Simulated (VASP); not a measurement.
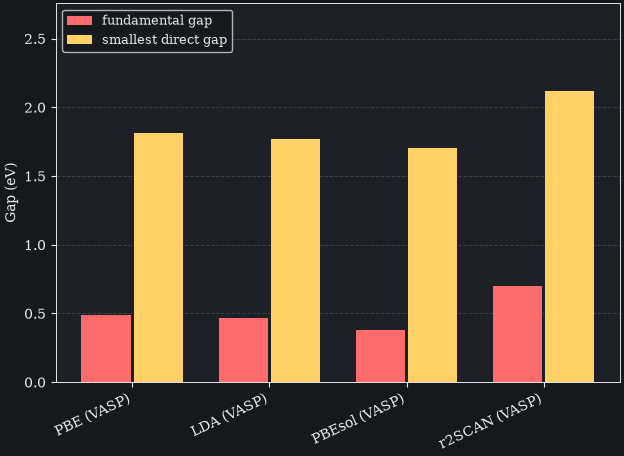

Gaps of SiC, space group R-3m, 4 atoms in the cell, at several levels of theory on one cell (VASP, plane waves and PAW; edges over the mesh and the special points).

Q: How does the gap depend on the level, and does its kind change?

A: In rising order: PBEsol (VASP) 0.38 eV, LDA (VASP) 0.47 eV, PBE (VASP) 0.49 eV and r2SCAN (VASP) 0.70 eV. It is indirect at every level.
